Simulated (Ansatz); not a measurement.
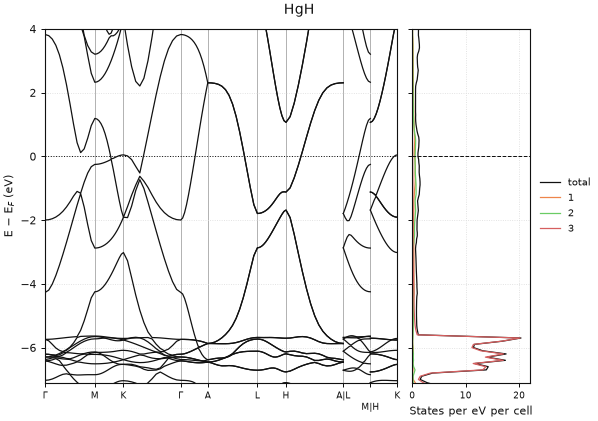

Band structure and density of states. Energies are counted from the Fermi level. The partial curves are projected on Löwdin-orthogonalised atomic shells; they sum to less than the total at higher energies, where shells without a projector contribute.

Calculation on HgH, space group P6_3/mmc, 4 atoms in the cell.

Method: DFT PBE, scalar-relativistic, plane waves, PAW, no spin polarisation, 15×15×10 k mesh (Ansatz).

Q: The numbered curves are projections. Which is which? The candidates: H 1s, Hg 5d, Hg 6s.

A: 1 is H 1s; 2 is Hg 6s; 3 is Hg 5d.

Q: Is there a gap at the Fermi level?

A: A metal: 2 bands cross the Fermi level along this path.

The structure is an invented one, so it need not be a known or stable phase. Spin-orbit coupling is left out, which matters for Hg.
